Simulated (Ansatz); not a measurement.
## SnWO4 (Pnna): the gap up the ladder of methods

Aim: the gap of SnWO4 (Pnna) at several levels of theory on one structure, with the time that each takes.

Calculated with Ansatz 0.2.0; density functionals, hybrids and G0W0, plane waves, PAW.

## 1. Starting point

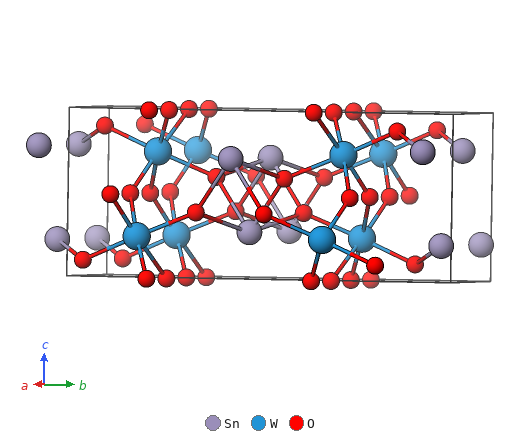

The starting structure, seen slightly off an axis (tin purple, tungsten blue, oxygen red). 2×1×1 cells are drawn. Bonds to atoms that aren't drawn are left out. Some periodic images of atoms are drawn too.

The cell and positions come from the Crystallography Open Database and are kept as given unless a step says otherwise. Spin-orbit coupling is left out unless a step names it. The default PAW set here is soft_2. Its files were made with PBE.

## 2. LDA on the 4×2×6 mesh

Levels along a band path and on the mesh show where this functional puts the band edges.

This step: DFT, LDA, plane waves, PAW.

Input file input.yaml:

```yaml
crystal:
  lattice:
    - [5.627, 0.0, 0.0]
    - [0.0, 11.6486, 0.0]
    - [0.0, 0.0, 4.9973]
  atoms:
    - { symbol: Sn, position: [0.25, 0.0, 0.2196] }
    - { symbol: Sn, position: [0.25, 0.5, 0.2804] }
    - { symbol: Sn, position: [0.75, 0.0, 0.7804] }
    - { symbol: Sn, position: [0.75, 0.5, 0.7196] }
    - { symbol: W, position: [0.6677, 0.25, 0.25] }
    - { symbol: W, position: [0.8323, 0.75, 0.25] }
    - { symbol: W, position: [0.3323, 0.75, 0.75] }
    - { symbol: W, position: [0.1677, 0.25, 0.75] }
    - { symbol: O, position: [0.3765, 0.2987, 0.9988] }
    - { symbol: O, position: [0.1235, 0.7013, 0.9988] }
    - { symbol: O, position: [0.3765, 0.2013, 0.5012] }
    - { symbol: O, position: [0.1235, 0.7987, 0.5012] }
    - { symbol: O, position: [0.6235, 0.7013, 0.0012] }
    - { symbol: O, position: [0.8765, 0.2987, 0.0012] }
    - { symbol: O, position: [0.6235, 0.7987, 0.4988] }
    - { symbol: O, position: [0.8765, 0.2013, 0.4988] }
    - { symbol: O, position: [0.1019, 0.3961, 0.6037] }
    - { symbol: O, position: [0.3981, 0.6039, 0.6037] }
    - { symbol: O, position: [0.1019, 0.1039, 0.8963] }
    - { symbol: O, position: [0.3981, 0.8961, 0.8963] }
    - { symbol: O, position: [0.8981, 0.6039, 0.3963] }
    - { symbol: O, position: [0.6019, 0.3961, 0.3963] }
    - { symbol: O, position: [0.8981, 0.8961, 0.1037] }
    - { symbol: O, position: [0.6019, 0.1039, 0.1037] }
kpoints:
  mp_grid: { grid: [4, 2, 6] }
  band_path:
    path:
      - [[0.0, 0.0, 0.0], [0.5, 0.0, 0.0], [0.5, 0.5, 0.0], [0.0, 0.5, 0.0], [0.0, 0.0, 0.0], [0.0, 0.0, 0.5], [0.5, 0.0, 0.5], [0.5, 0.5, 0.5], [0.0, 0.5, 0.5], [0.0, 0.0, 0.5]]
      - [[0.5, 0.0, 0.0], [0.5, 0.0, 0.5]]
      - [[0.0, 0.5, 0.0], [0.0, 0.5, 0.5]]
      - [[0.5, 0.5, 0.0], [0.5, 0.5, 0.5]]
    npoints: 10
hamiltonian:
  xc: lda
scf:
  occupations: { method: fermi_dirac, width: 0.02 }
  n_extra_bands: 12
output:
  eigenvalues: true
```

Run with:

```
$ ansatz run input.yaml --threads 16 --pin off --max-ram 92160MiB --backend cuda --events-out ev --progress --plain --runs-dir out --devices 1 --max-vram 157GiB
```

Numbers of over 12 decimals in the logs are rounded to 6 here.

The log of the run:

```text
scf.n_extra_bands = 12 over 104 filled bands (N_el = 208.0): the run solves 116 bands
GPUs: using 1 of 1 available (devices: 1).
Engine: ansatz 0.2.0, aarch64-unknown-linux-gnu
Pseudopotentials: kind: paw
Pseudopotential: Sn, paw, valence charge 14, recommended cutoff 420 eV (normal), Sn.paw.azcp
Pseudopotential: W, paw, valence charge 14, recommended cutoff 420 eV (normal), W.paw.azcp
Pseudopotential: O, paw, valence charge 6, recommended cutoff 420 eV (normal), O.paw.azcp
Functional definition: SPW92
  exchange = slater_x
  correlation = pw_c
concurrent solve slots: 12 of 16 are kept, ahead of what memory takes: no pass of the eigensolver takes more rounds on 12
device memory: the entry about to start is reckoned to put 14.9 GiB on a device that reports 182.5 GiB free (of which the cap on the GPU budget leaves the run 157.0 GiB)
GPU FFT provider: cuFFT
GPU libraries: cuBLAS 13.8.1, cuFFT 12.4.0, cuSOLVER 12.3.2
GPU matrix products: emulated (plane waves: as basis.precision tells), large ones in fixed point in workspaces of 1.00 GiB
Crystal: 24 atoms, lattice volume = 327.556 Å³
Basis set: ecut = 420 eV, 6429 PW (Γ)
Bands: 116, of which v1, the nominal top of the filled ones, is band 104 counted from 1 (103 counted from 0)
Symmetry: 8 space group operations
Space group: Pnna (ITA 52), of the structure as read, at distance tolerance 6.9e-5 Å
k-points: 24 of 48
Non-local potential: Sn, projectors of the file, l = 0: 2, l = 1: 2, l = 2: 2, l = 3: 2
Non-local potential: W, projectors of the file, l = 0: 3, l = 1: 2, l = 2: 2, l = 3: 1
Non-local potential: O, projectors of the file, l = 0: 2, l = 1: 2, l = 2: 1
PAW form: soft (Blöchl's): semilocal exchange-correlation on the pseudo side does not see the compensation charge
PAW frozen core: Sn, regenerated for the run's functional, and the local potential with it (the file was generated under x = pbe(κ = 0.804, μ = 0.219515), c = pbe(β = 0.066725))
PAW frozen core: W, regenerated for the run's functional, and the local potential with it (the file was generated under x = pbe(κ = 0.804, μ = 0.219515), c = pbe(β = 0.066725))
PAW frozen core: O, regenerated for the run's functional, and the local potential with it (the file was generated under x = pbe(κ = 0.804, μ = 0.219515), c = pbe(β = 0.066725))
PAW one-centre angular grid: Sn, 590 points (default); XC on 64 Gauss nodes
PAW one-centre angular grid: W, 590 points (default); XC on 64 Gauss nodes
PAW one-centre angular grid: O, 110 points (default); XC on 64 Gauss nodes
Initial density: superposition of atomic densities (neutral atoms: chi_scale 0, normalization atom), corrected by the library's trained network
Initial wavefunctions: pseudopotential atomic-orbital guess
GPU buffer pool allocated for 115200 grid points (all kernels)
GPU transforms: local potential and band sums: pruned to the plane-wave sphere, on 40×80×36
Functional: x = slater, c = lda
SCF iter   1: F=—  HF=-72927.611371 eV  |F-HF|=—  |Δ(HF+E_count)|=         —  Δρ=1.87e-2  dr2=1.06e0  ethr=1.77e-3  ⟨swp⟩=6.3  Hψ=10363  notcnv=0
preconditioner: auto → Resta (q_TF=auto, 2.529 Å⁻¹)  ε∞=5.6  [insulator: Δε(μ)=1.293 eV  Ē_g=12.660 eV  σ=0.020 eV  W_gap=1.00  n_scr=84 (ndim 8)  ℏωp=27.2 eV  f_vac=0.038  D(μ)=0.00/eV (n_scr^D=0)  ε∞_Penn≈5.6]
SCF iter   2: F=—  HF=-72927.401894 eV  |F-HF|=—  |Δ(HF+E_count)|=   2.09e-1  Δρ=7.08e-3  dr2=1.48e-1  ethr=5.08e-4  ⟨swp⟩=2.0  Hψ=4745  notcnv=0  defer=185
SCF iter   3: F=—  HF=-72927.374640 eV  |F-HF|=—  |Δ(HF+E_count)|=   2.73e-2  Δρ=2.63e-3  dr2=1.74e-2  ethr=7.14e-5  ⟨swp⟩=2.0  Hψ=3950  notcnv=0  defer=185
SCF iter   4: F=—  HF=-72927.370099 eV  |F-HF|=—  |Δ(HF+E_count)|=   4.54e-3  Δρ=4.29e-4  dr2=6.17e-4  ethr=8.38e-6  ⟨swp⟩=2.1  Hψ=4530  notcnv=0  defer=185
SCF iter   5: F=—  HF=-72927.368981 eV  |F-HF|=—  |Δ(HF+E_count)|=   1.12e-3  Δρ=1.80e-4  dr2=9.12e-5  ethr=2.97e-7  ⟨swp⟩=2.0  Hψ=3847  notcnv=0  defer=185
SCF iter   6: F=—  HF=-72927.369928 eV  |F-HF|=—  |Δ(HF+E_count)|=   9.46e-4  Δρ=1.04e-4  dr2=3.43e-5  ethr=4.39e-8  ⟨swp⟩=2.0  Hψ=4335  notcnv=0  defer=185
SCF iter   7: F=—  HF=-72927.369924 eV  |F-HF|=—  |Δ(HF+E_count)|=   3.69e-6  Δρ=3.49e-5  dr2=4.12e-6  ethr=1.65e-8  ⟨swp⟩=2.2  Hψ=3561  notcnv=0  defer=185
SCF iter   8: F=—  HF=-72927.369924 eV  |F-HF|=—  |Δ(HF+E_count)|=   2.67e-7  Δρ=9.55e-6  dr2=3.17e-7  ethr=1.98e-9  ⟨swp⟩=2.6  Hψ=4428  notcnv=0  defer=185
SCF iter   9: F=-72927.369924 eV  HF=-72927.369924 eV  |F-HF|=1.67e-9  |Δ(HF+E_count)|=   2.88e-9  Δρ=1.52e-6  dr2=1.05e-8  ethr=4.81e-11  ⟨swp⟩=9.1  Hψ=7541  notcnv=0
SCF 1 converged in 9 iterations: F = -72927.369924 eV  dr2 = 1.05e-8
[...]
device memory: the entry about to start is reckoned to put 38.6 GiB on a device that reports 182.5 GiB free (of which the cap on the GPU budget leaves the run 157.0 GiB)
NSCF: frozen V_eff on 124 k-points, pencils in batches of 32, up to order 512
SCF converged after 9 iterations
Free energy (F): -72927.369924 eV
Harris-Foulkes:  -72927.369924 eV  (|F-HF|=1.67e-9)
Internal energy: -72927.369924 eV  (E = F + TS)
E sigma→0 (E₀):  -72927.369924 eV
Fermi energy:    9.371888 eV
--- Per-component energies (eV) ---
  E_band       = -1512.437359
  E_kinetic    = 5310.387578
  E_local      = -14074.182140  (includes V_loc(G=0)·N_el)
  E_nonlocal   = 700.967642
  E_hartree    = 5939.893133
  E_xc         = -3724.708017
  E_vxc        = -2825.367827  (∫ρ·V_xc dr)
  E_paw        = -51555.769040  (= ΣΔE_a)
  E_vpaw       = -2504.071183  (= ΣTr[D̂ρ^β])
  E_aug_tail   = 0.039711  (compensation charges beyond the density's cutoff)
  E_ewald      = -15528.381739
  E_core_change = 4.382948  (= ΣΔE_core)
  E_smearing   = -0.000000  (= −TS)
  E_closure    = 0.000000  (closes the sum)
  Σ components = -72927.369924   (vs F -72927.369924, Δ=0.00e0)
--- Band table (eV; the first three rows and the last of 24) ---
  k-point 0: bands = [... 100 lower, 7.4064, 8.1929, 8.5224, 8.5892, 10.0458, 10.0850, 10.8721, 10.9429, ... 8 higher]
  k-point 1: bands = [... 100 lower, 7.4950, 8.0538, 8.5685, 8.6415, 10.1000, 10.1341, 10.8604, 11.0243, ... 8 higher]
  k-point 2: bands = [... 100 lower, 7.8496, 7.9127, 8.4315, 8.6805, 10.4002, 10.4376, 10.8487, 11.0905, ... 8 higher]
  k-point 23: bands = [... 100 lower, 8.1100, 8.1100, 8.4462, 8.4462, 10.6027, 10.6027, 10.9230, 10.9230, ... 8 higher]
```

The job ended after 2.9 s (1 × NVIDIA GB200 with 16 threads of Arm Neoverse V2, shared host; peak memory 1.4 GiB; 9.4 s of CPU time).

The column dr2 measures how far the density is from self-consistency, as an energy; F and HF (Harris–Foulkes) agree once it is small.

Numbers from this step:

```
filled bands         : 104
gap                  : 1.350 eV
valence top at       : k = (0.000, 0.000, 0.300)
conduction bottom at : Γ
least direct gap     : 1.416 eV
```

Over mesh and path the gap is 1.350 eV, from k = (0.000, 0.000, 0.300) to k = Γ. The least direct gap found is 1.416 eV, at k = (0.000, 0.500, 0.100). On the 4×2×6 mesh alone the same run gives 1.365 eV, so that mesh misses an edge of LDA: 1.365 − 1.350 = +0.015 eV.

## 3. LDA+SOC on the 4×2×6 mesh

This run has two-component orbitals with spin-orbit coupling.

This step: DFT, LDA with spin-orbit coupling, plane waves, PAW.

input.yaml: that of step 2 with these lines changed.

```diff
@@ -34,7 +34,13 @@
     path:
-      - [[0.0, 0.0, 0.0], [0.5, 0.0, 0.0], [0.5, 0.5, 0.0], [0.0, 0.5, 0.0], [0.0, 0.0, 0.0], [0.0, 0.0, 0.5], [0.5, 0.0, 0.5], [0.5, 0.5, 0.5], [0.0, 0.5, 0.5], [0.0, 0.0, 0.5]]
-      - [[0.5, 0.0, 0.0], [0.5, 0.0, 0.5]]
-      - [[0.0, 0.5, 0.0], [0.0, 0.5, 0.5]]
-      - [[0.5, 0.5, 0.0], [0.5, 0.5, 0.5]]
-    npoints: 10
+      - [0.0, 0.0, 0.0]
+      - [0.5, 0.0, 0.0]
+      - [0.5, 0.5, 0.0]
+      - [0.0, 0.5, 0.0]
+      - [0.0, 0.0, 0.5]
+      - [0.5, 0.0, 0.5]
+      - [0.5, 0.5, 0.5]
+      - [0.0, 0.5, 0.5]
+      - [0.0, 0.0, 0.3]
+      - [0.0, 0.5, 0.1]
+    npoints: 1
 hamiltonian:
@@ -42,4 +48,7 @@
 scf:
-  occupations: { method: fermi_dirac, width: 0.02 }
-  n_extra_bands: 12
+  occupations: { method: fixed }
+  n_extra_bands: 24
+magnetization:
+  noncollinear: true
+  spin_orbit: true
 output:
```

The log of the run:

```text
[...]
GPUs: using 1 of 1 available (devices: 1).
[...]
non-collinear run that drives no moment, with spin-orbit: no starting moment large enough to seed its density (crystal.atoms[].spin), no starting occupations that ask for one, no magnetisation constraint and no magnetic field, so the semilocal B_xc is pinned to zero
[...]
Crystal: 24 atoms, lattice volume = 327.556 Å³
Basis set: ecut = 420 eV, 6429 PW (Γ)
Bands: 232, of which v1, the nominal top of the filled ones, is band 208 counted from 1 (207 counted from 0)
Symmetry: 8 space group operations + 8 with time reversal
[...]
k-points: 24 of 48
Projection manifold: j_resolved (fully-relativistic pseudo-atomic orbitals)
[...]
SCF iter   1: F=—  HF=-73040.890907 eV  |F-HF|=—  |Δ(HF+E_count)|=         —  Δρ=9.04e-2  dr2=4.06e1  dr2_m=0.00e0 (ungated)  ethr=3.10e-3  |M|=0.00e0 ∫|m|=0.00e0 μB  |m|>n=0.0e0 m-floor=0.0e0 τ_xc=0.0e0  β_m=0.30  ⟨swp⟩=5.0  Hψ=12186  notcnv=0  defer=424
[...]
spin=Noncollinear: Resta preconditioning applied to the charge; magnetization (m_x, m_y, m_z) channels mix plain (no charge-response kernel on spin).
SCF iter   2: F=—  HF=-73032.960985 eV  |F-HF|=—  |Δ(HF+E_count)|=    7.93e0  Δρ=4.55e-2  dr2=9.99e0  dr2_m=0.00e0 (ungated)  ethr=3.10e-3  |M|=0.00e0 ∫|m|=0.00e0 μB  |m|>n=0.0e0 m-floor=0.0e0 τ_xc=0.0e0  β_m=0.41  ⟨swp⟩=3.0  Hψ=4963  notcnv=0  defer=434
[...]
SCF iter   4: F=—  HF=-73030.094635 eV  |F-HF|=—  |Δ(HF+E_count)|=   4.23e-1  Δρ=6.28e-3  dr2=1.94e-1  dr2_m=0.00e0 (ungated)  ethr=6.34e-4  |M|=0.00e0 ∫|m|=0.00e0 μB  |m|>n=0.0e0 m-floor=0.0e0 τ_xc=0.0e0  β_m=0.62  ⟨swp⟩=3.0  Hψ=5442  notcnv=0  defer=474
[...]
SCF 1 converged in 11 iterations: F = -73030.037086 eV  dr2 = 6.89e-9
[...]
SCF converged after 11 iterations
[...]
```

Run time: 3.6 s. Hardware: 1 × NVIDIA GB200 with 16 threads; peak memory 2 GiB; 21 s of CPU time.

Numbers from this step:

```yaml
gap: 1.316 eV
valence_top_at: k = (0.000, 0.000, 0.300)
conduction_bottom_at: k = (0.000, 0.500, 0.100)
least_direct_gap: 1.353 eV
```

Over mesh and listed points the gap is 1.316 eV, from k = (0.000, 0.000, 0.300) to k = (0.000, 0.500, 0.100). The least direct gap found is 1.353 eV, at k = (0.000, 0.500, 0.100). On the 4×2×6 mesh alone the same run gives 1.343 eV, so that mesh misses an edge of LDA+SOC: 1.343 − 1.316 = +0.027 eV. LDA+SOC against LDA: 1.316 − 1.350 = −0.034 eV. Mesh, set of files and cutoff are the same, but the conduction bottom lies at another k point, so this need not be the shift of one pair of states. The spin-orbit run sees mesh and listed points alone, so its gap is an upper bound: the coupling can move an edge off these points, and the change over the zone, its sign included where it is small, is not known.

## 4. HSE06 on the 4×2×4 mesh

HSE06 mixes in a quarter of exact exchange at short range.

This step: DFT, HSE06, plane waves, PAW.

input.yaml: that of step 3 with these lines changed.

```diff
@@ -31,3 +31,3 @@
 kpoints:
-  mp_grid: { grid: [4, 2, 6] }
+  mp_grid: { grid: [4, 2, 4] }
   band_path:
@@ -46,9 +46,6 @@
 hamiltonian:
-  xc: lda
+  xc: hse06
 scf:
   occupations: { method: fixed }
-  n_extra_bands: 24
-magnetization:
-  noncollinear: true
-  spin_orbit: true
+  n_extra_bands: 12
 output:
```

The log of the run:

```text
[...]
GPUs: using 1 of 1 available (devices: 1).
[...]
davidson cushion auto → on  (no smearing: the cushion is to keep the highest requested band from converging to the state above it; pin scf.eigensolver.cushion to override)
[...]
Crystal: 24 atoms, lattice volume = 327.556 Å³
Basis set: ecut = 420 eV, 6429 PW (Γ)
Bands: 116, of which v1, the nominal top of the filled ones, is band 104 counted from 1 (103 counted from 0)
Symmetry: 8 space group operations
[...]
SCF 1 stopped early in 5 iterations: F = -74720.708820 eV  dr2 = 7.34e-5
[...]
hybrid outer 1: dexx = +1.164e-1 eV, tail = 8.15e-4 eV
[...]
SCF 3 converged in 6 iterations: F = -74735.087496 eV  dr2 = 7.50e-9
hybrid outer 2: dexx = +2.069e-5 eV, tail = 6.55e-7 eV, Δε = 4.20e-3 eV (about 1.63e-4 eV left of the loop's levels)
[...]
E_closure    = -0.000000  (closes the sum)
  Σ components = -74735.087490   (vs F -74735.087490, Δ=1.46e-11)
--- Band table (eV; the first three rows and the last of 18) ---
[...]
```

Wall time 39 s (1 × NVIDIA GB200 with 16 threads); peak memory 3 GiB; 7.2 min of CPU time.

This step gave:

```
gap                     : 2.078 eV
valence top at          : k = (0.000, 0.000, 0.250)
conduction bottom at    : Γ
least direct gap        : 2.135 eV
exact-exchange fraction : 0.25
```

Over mesh and listed points the gap is 2.078 eV, from k = (0.000, 0.000, 0.250) to k = Γ. The least direct gap found is 2.135 eV, at k = (0.000, 0.500, 0.000). HSE06 against LDA: 2.078 − 1.350 = +0.728 eV. The runs also differ in mesh (4×2×6 and 4×2×4), and the valence top lies at another k point, so how much of this comes from the functional alone is not known.

## 5. HSE06+SOC on the 4×2×4 mesh

This step: DFT, HSE06 with spin-orbit coupling, plane waves, PAW.

input.yaml: that of step 4 with these lines changed.

```diff
@@ -49,3 +49,6 @@
   occupations: { method: fixed }
-  n_extra_bands: 12
+  n_extra_bands: 24
+magnetization:
+  noncollinear: true
+  spin_orbit: true
 output:
```

The log of the run:

```text
[...]
GPUs: using 1 of 1 available (devices: 1).
[...]
Crystal: 24 atoms, lattice volume = 327.556 Å³
Basis set: ecut = 420 eV, 6429 PW (Γ)
Bands: 232, of which v1, the nominal top of the filled ones, is band 208 counted from 1 (207 counted from 0)
Symmetry: 8 space group operations + 8 with time reversal
[...]
k-points: 18 of 32
Projection manifold: j_resolved (fully-relativistic pseudo-atomic orbitals)
[...]
SCF iter   2: F=—  HF=-74828.284138 eV  |F-HF|=—  |Δ(HF+E_count)|=    1.16e1  Δρ=4.74e-2  dr2=5.08e0  dr2_m=0.00e0 (ungated)  ethr=2.41e-2  |M|=0.00e0 ∫|m|=0.00e0 μB  |m|>n=0.0e0 m-floor=0.0e0 τ_xc=0.0e0  β_m=0.29  ⟨swp⟩=3.7  Hψ=9951  notcnv=0
[...]
hybrid outer 1: dexx = +1.176e-1 eV, tail = 8.04e-4 eV
[...]
SCF 3 converged in 5 iterations: F = -74751.291590 eV  dr2 = 7.94e-8
[...]
```

Run time: 2.3 min. Hardware: 1 × NVIDIA GB200 with 16 threads; peak memory 9 GiB; 24 min of CPU time.

This step gave:

| Item | Value |
| --- | --- |
| gap | 2.038 eV |
| valence top at | k = (0.000, 0.000, 0.250) |
| conduction bottom at | k = (0.000, 0.500, 0.100) |
| least direct gap | 2.064 eV |
| exact-exchange fraction | 0.25 |

Over mesh and listed points the gap is 2.038 eV, from k = (0.000, 0.000, 0.250) to k = (0.000, 0.500, 0.100). The least direct gap found is 2.064 eV, at k = (0.000, 0.500, 0.100). On the 4×2×4 mesh alone the same run gives 2.062 eV, so that mesh misses an edge of HSE06+SOC: 2.062 − 2.038 = +0.024 eV. HSE06+SOC against HSE06: 2.038 − 2.078 = −0.040 eV. Mesh, set of files and cutoff are the same, but the conduction bottom lies at another k point, so this need not be the shift of one pair of states. The spin-orbit run sees mesh and listed points alone, so its gap is an upper bound: the coupling can move an edge off these points, and the change over the zone, its sign included where it is small, is not known.

(Continued in part 2 of 2.)

[Paths, hosts, dates, memory and timing lines, banners, echoed tables and standing remarks are left out of the program output.]

[Logs are printed without paths, hosts, clocks, repeated set-up lines and the standing remarks that a program may print on its own settings, such as how far it seeks lower states.]

[Runs of the session that timed out or met a known fault of the program may be left out.]

[Cells called generated may have been cut or substituted from an entry of the Crystallography Open Database or the Materials Project.]

[Hosts, paths, dates, database ids (printed as entryN), source tags and the programs' standing remarks are cut or masked in the printed files.]

[Where an RPA ε∞ is given, it is that of the G0W0 mesh and is not shown converged in it. Names of k-points follow the symmetry that the program found, which can be lower than the space group named. Band edges on a path are those of the sampled points; other points can move an edge, and change direct to indirect where valleys lie close.]

[Hybrid gaps are those of their k-mesh and are not shown converged in it.]
